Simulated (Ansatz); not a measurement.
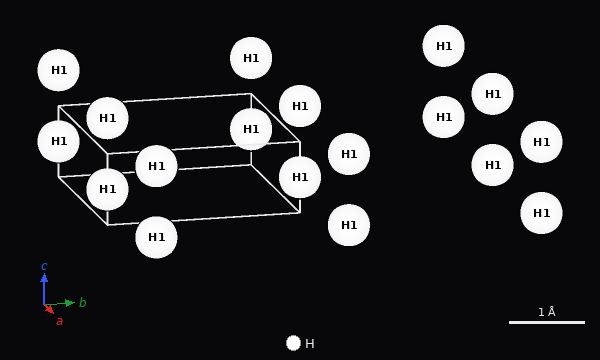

Reference structure: a symmetric starting cell of H. A ball-and-stick model of the cell of the calculation, repeated 2 × 2 × 2 with one cell outlined, seen slightly off an axis.

Theory: DFT PBE, scalar-relativistic, plane waves, PAW in Ansatz 0.2.0. Set-up: plane-wave cutoff 420 eV; k-point mesh 14 × 14 × 34; occupations gaussian; smearing width 0.05 eV; no spin polarisation.

Change: The cell is strained by −4.2 % along c and −1.2 % across it (volume −6.4 %), the atoms keeping their fractional coordinates. No relaxation follows. The starting cell wasn't computed here and needn't be at equilibrium, so pressure and forces aren't due to the change alone.

Input file:
```yaml
crystal:
  lattice:
    - [2.6182670162, 0.0, 0.0]
    - [0.0, 2.6182670162, 0.0]
    - [0.0, 0.0, 0.9394690962]
  atoms:
    - { symbol: H, position: [0.0, 0.0, 0.5] }
basis:
  ecutwfc: 420
kpoints:
  mp_grid: { grid: [14, 14, 34] }
hamiltonian:
  xc: pbe
scf:
  occupations: { method: gaussian, width: 0.05 }
output:
  forces: true
  stress: true
  eigenvalues: true
  populations: true
```

What is the effect?

The pressure is 7.3 GPa (not all of it need come from the change, since the unchanged cell can be under pressure at this level too). The principal stresses (compression positive) are 16.7 GPa along c and 2.6 GPa across it. All forces vanish by symmetry. The space group stays P4/mmm (No. 123).

The changed structure in the same view:

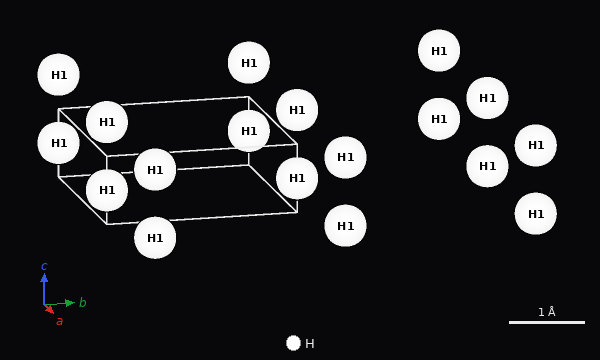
